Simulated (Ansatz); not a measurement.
# Sampling a charged cell: P_Ga in GaP (F-43m), part 2 of 2

Question: how much does the k-point sampling change the (+2/+1) level of P_Ga in GaP (F-43m), and what does each choice cost? Model: a cell of 72 host atoms with 1 Ga taken out and 1 P put in.

Ansatz 0.2.0; plane-wave PAW DFT; relaxations with PBEsol, then single points with PBEsol, on supercells at fixed charge in a uniform background.

So far: The starting structure; Relaxing both charge states, PBEsol.

## (3) First setting: the zone centre alone

The defect state overlaps with its images and forms a narrow band, so the k-points decide which part of that band enters the energy. A point off the zone centre usually averages it better, but needs complex orbitals and more time.

The input, qp2.kg/input.yaml:

```yaml
crystal:
  checkpoint: "../qp2.relax.run"
  host: checkpoint
total_charge: 2
basis:
  ecutwfc: 420
  xc_grid: 2
hamiltonian:
  xc: pbesol
  pseudopotentials: { kind: paw, azcp: { folder: soft_1 }, xc_functional: pbe }
kpoints:
  mp_grid: { grid: [1, 1, 1] }
scf:
  occupations: { method: fixed }
  max_iter: 60
output:
  forces: true
  charged_corrections:
    epsilon: 10.63
    static_epsilon: 12.62
    defect_position: [0.333333, 0.666667, 0.5]
  eigenvalues: true
checkpoint:
  read: "../qp2.relax.run"
  write: "../qp2.kg.run"
  compress: false
  write_wavefunctions: false
  write_every: 100000
```

On the command line:

```console
> ansatz run input.yaml --threads 32 --pin off --max-ram 84787MiB --backend cuda --events-out ev --progress --plain --runs-dir out --max-vram 78GiB
```

Numbers of over 12 decimals in the logs are rounded to 6 here.

The log of the run:

```text
[...]
crystal.checkpoint: the structure is that of <dir>, a `relax` run, at its step 5: its result, under pbesol at a charge of 2 e; 72 atoms read, 0 with a starting moment; crystal.structure_sha256 for this input is
[...]
device memory: the entry about to start is reckoned to put 4.4 GiB on a device that reports 170.1 GiB free (of which the cap on the GPU budget leaves the run 78.0 GiB)
GPU FFT provider: cuFFT
GPU libraries: cuBLAS 13.8.1, cuFFT 12.4.0, cuSOLVER 12.3.2
GPU matrix products: emulated (plane waves: as basis.precision tells), large ones in fixed point in workspaces of 1.00 GiB
Crystal: 72 atoms, lattice volume = 1448.013 Å³
Basis set: ecut = 420 eV, 28227 PW (Γ), exchange–correlation on 160×160×216 points (8 copies of the dense FFT grid, shifted against one another)
Bands: 391, of which v1, the nominal top of the filled ones, is band 319 counted from 1 (318 counted from 0)
Symmetry: 1 space group operations
[...]
k-points: 1
[...]
Stability of the state it starts from, as read at its close in the unpolarized treatment: not read negative (Ritz values of 1 − χ₀K, real part plus size of imaginary part, from 1.1 to 1.4, by its mixing steps under no symmetry)
[...]
GPU buffer pool allocated for 691200 grid points (all kernels)
GPU transforms: local potential and band sums: pruned to the plane-wave sphere, on 80×80×108
[...]
iter 1 solved again at ethr=4.24e-5 eV; its pass at ethr=3.10e-3 eV (dr2=2.70e-1 eV) is discarded
[...]
SCF iter   9: F=-158425.776069 eV  HF=-158425.776069 eV  |Δ(HF+E_count)|=   3.22e-8  Δρ=1.06e-6  dr2=1.46e-8  Hψ=1352
SCF 1 converged in 9 iterations: F = -158425.776069 eV  dr2 = 1.46e-8
[...]
SCF converged after 9 iterations
Free energy (F): -158425.776069 eV
[...]
Internal energy: -158425.776069 eV  (E = F + TS)
E sigma→0 (E₀):  -158425.776069 eV
Fermi energy:    7.105774 eV
[...]
--- Forces (eV/Å), atoms counted from 1 ---
  atom   1  Ga     0.02143920     0.01514023    -0.00080475
  atom   2  P     -0.01880654     0.00346428    -0.03491567
  [... 2 atoms left out ...]
  atom   5  Ga     0.05843806    -0.00932057    -0.00418661
  [... 1 atom left out ...]
  [... 66 more lines of this table ...]
  max |Σ_I F_I| component: 4.55e-5 eV/Å
--- Charged-cell corrections in eV (Makov–Payne, q = +2.000 e, ε = 10.630 of the electrons, 12.620 with the ions) ---
[...]
E_corr1          = +0.680660  (monopole, q²α_M/2εL)
  F Makov-Payne    = n/a  (the rows are of the electrons' constant alone; ansatz place-levels tells what screens the charge)
[...]
--- Band table (eV) ---
[...]
```

Wall time 2.1 s (1 × NVIDIA GB200 with 32 threads of Arm Neoverse V2, shared host); peak memory 1.4 GiB.

In the SCF lines HF is the Harris–Foulkes energy and dr2 the Hartree energy of the density residual, in eV; the loop may stop once dr2 is under the threshold and the program's other checks hold. Hψ counts applications of the Hamiltonian.

Both charges and the host at this setting go to place-levels, which corrects for the image charge and aligns the potentials.

The input, levels.kg.yaml:

```yaml
host:
  run: host.kg.run
states: [qp1_M1.kg.run, qp2.kg.run]
geometry_from:
  qp1_M1.kg.run: qp1_M1.relax.run
  qp2.kg.run: qp2.relax.run
  host.kg.run: host.relax.run
chemical_potentials:
  Ga:
    energy: -3743.205341
    dataset: <sha256 of the dataset>
  P:
    energy: -740.035429
    dataset: "<sha256 of the dataset>"
```

On the command line:

```console
> ansatz place-levels levels.kg.yaml -- --threads 32 --pin off --max-ram 84787MiB
```

The log of the run:

```text
(+2/+1) 0.040 eV above the valence edge, 1.355 eV under the conduction edge
formation energy of charge +2: +1.563 eV with the Fermi level at the valence edge
formation energy of charge +1: +1.603 eV with the Fermi level at the valence edge
  edges by pbesol, gap 1.395 eV; the host is sampled to repeats of 11.54 Å
  the defect's cells are sampled to repeats of 11.54 Å, like sampling
  charge +2: -158425.2452 eV with its correction of +0.531 eV, at epsilon 12.62, aligned at sites: -0.0212 eV, mean over 37 atomic sites at or beyond 5.77 Å from the host's site at [0.3332, 0.6666, 0.5003] by the defect at [0.3333, 0.6667, 0.5000], with [...]
[...]
of states[1] (qp2.kg.run): how wide its charge is, is not read beside other atoms or cores, and a band state would take no correction. [...]
  of states[0] (qp1_M1.kg.run): how wide its charge is, is not read beside other atoms or cores, and a band state would take no correction. [...]
```

Elapsed: 0.18 s, on 32 threads.

At this setting the gap is 1.395 eV and (+2/+1) lies 0.040 eV above the valence top.

## (4) The other settings

In the defect's inputs only the studied keys change. One input of each further setting:

qp2.kq/input.yaml, as its differences from qp2.kg/input.yaml of step 3:

```diff
@@ -11,3 +11,3 @@
 kpoints:
-  mp_grid: { grid: [1, 1, 1] }
+  mp_grid: { grid: [1, 1, 1], shift: [0.25, 0.25, 0.25] }
 scf:
@@ -24,3 +24,3 @@
   read: "../qp2.relax.run"
-  write: "../qp2.kg.run"
+  write: "../qp2.kq.run"
   compress: false
```

qp2.km0/input.yaml, as its differences from qp2.kq/input.yaml of step 4:

```diff
@@ -11,3 +11,3 @@
 kpoints:
-  mp_grid: { grid: [1, 1, 1], shift: [0.25, 0.25, 0.25] }
+  mp_grid: { grid: [2, 2, 2] }
 scf:
@@ -24,3 +24,3 @@
   read: "../qp2.relax.run"
-  write: "../qp2.kq.run"
+  write: "../qp2.km0.run"
   compress: false
```

qp2.kms/input.yaml, as its differences from qp2.km0/input.yaml of step 4:

```diff
@@ -11,3 +11,3 @@
 kpoints:
-  mp_grid: { grid: [2, 2, 2] }
+  mp_grid: { grid: [2, 2, 2], shift: [0.5, 0.5, 0.5] }
 scf:
@@ -24,3 +24,3 @@
   read: "../qp2.relax.run"
-  write: "../qp2.km0.run"
+  write: "../qp2.kms.run"
   compress: false
```

qp2.km3/input.yaml, as its differences from qp2.kms/input.yaml of step 4:

```diff
@@ -11,3 +11,3 @@
 kpoints:
-  mp_grid: { grid: [2, 2, 2], shift: [0.5, 0.5, 0.5] }
+  mp_grid: { grid: [3, 3, 3] }
 scf:
@@ -24,3 +24,3 @@
   read: "../qp2.relax.run"
-  write: "../qp2.kms.run"
+  write: "../qp2.km3.run"
   compress: false
```

qp2.km4/input.yaml, as its differences from qp2.km3/input.yaml of step 4:

```diff
@@ -11,3 +11,3 @@
 kpoints:
-  mp_grid: { grid: [3, 3, 3] }
+  mp_grid: { grid: [4, 4, 4], shift: [0.5, 0.5, 0.5] }
 scf:
@@ -24,3 +24,3 @@
   read: "../qp2.relax.run"
-  write: "../qp2.km3.run"
+  write: "../qp2.km4.run"
   compress: false
```

## (5) Result against cost

Times of the states on 1 × NVIDIA GB200 with 32 threads of Arm Neoverse V2, shared host; the host is run again at each setting, small cells on the processor where the program's card isn't needed:

```tsv
k-point sampling	gap (eV)	(+2/+1) above the valence top (eV)	under the conduction bottom (eV)	level less that at a 4×4×4 shifted mesh (meV)	time, both charge states	time, host and placing	peak memory of a state (GiB)
the zone centre alone	1.395	0.040	1.355	-457	5 s	82 s	1.5
one point at (¼, ¼, ¼) *	1.430	0.321	1.109	-176	4.7 s	70 s	1.8
a 2×2×2 Γ-centred mesh	1.435	0.428	1.008	-69	7.3 s	83 s	1.9
a 2×2×2 shifted mesh	1.441	0.515	0.925	19	7.1 s	83 s	1.9
a 3×3×3 Γ-centred mesh	1.438	0.493	0.946	-4	16 s	90 s	2.2
a 4×4×4 shifted mesh	1.439	0.497	0.942	0	32 s	97 s	2.5
```

* started from the relaxation's converged state in the same settings, so its time is no fair cost.

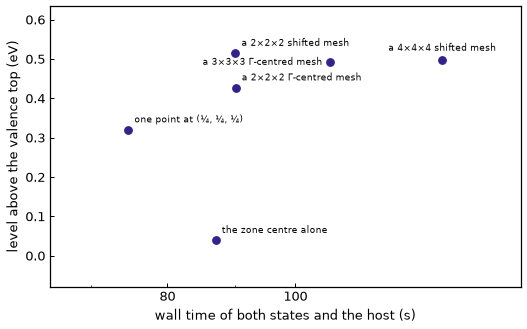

The level against the time spent.

## (6) What came out

```
(plus 2/plus 1) level, the zone centre alone  : 0.04 eV
(plus 2/plus 1) level, one point at (¼, ¼, ¼) : 0.32 eV
(plus 2/plus 1) level, a 2×2×2 Γ-centred mesh : 0.43 eV
(plus 2/plus 1) level, a 2×2×2 shifted mesh   : 0.52 eV
(plus 2/plus 1) level, a 3×3×3 Γ-centred mesh : 0.49 eV
(plus 2/plus 1) level, a 4×4×4 shifted mesh   : 0.50 eV
```

What this shows: Over the settings in the table the level spans 0.475 eV; a 2×2×2 shifted mesh and a 3×3×3 Γ-centred mesh lie within 0.02 eV of the reference (a 4×4×4 shifted mesh, 0.50 eV). The largest miss of the level above the valence top is 457 meV, with the zone centre alone. In a reference run the bands overlap at the filling edge, so the reference itself is in doubt. Only the charges +1 and +2 were run, each from one start, so (+2/+1) need not be a change between stable states. With nearly degenerate levels at the filling edge in most or all rows, agreement between settings doesn't show that the state itself is settled. At a 2×2×2 Γ-centred mesh, a 2×2×2 shifted mesh, a 3×3×3 Γ-centred mesh and a 4×4×4 shifted mesh a state has next to no gap at its filling edge, or overlapping levels, which makes the level less certain. Keep in mind: PBEsol makes the gap too small and tends to spread out bound carriers; force components of up to 0.27 eV/Å remain in a run at the final settings.

[Logs are printed without paths, hosts, clocks, repeated set-up lines and the standing remarks that a program may print on its own settings, such as how far it seeks lower states.]

[Hosts, paths, dates, database ids (printed as entryN), source tags and the programs' standing remarks are cut or masked in the printed files.]

[Where a table of states has a column of steps, it counts the stored structures, which are thinned; the runs took as many ionic steps or more.]

[For some hosts the program warned that the k-mesh of the response run may be too coarse for force constants and the static dielectric constant; such warnings are not shown here.]
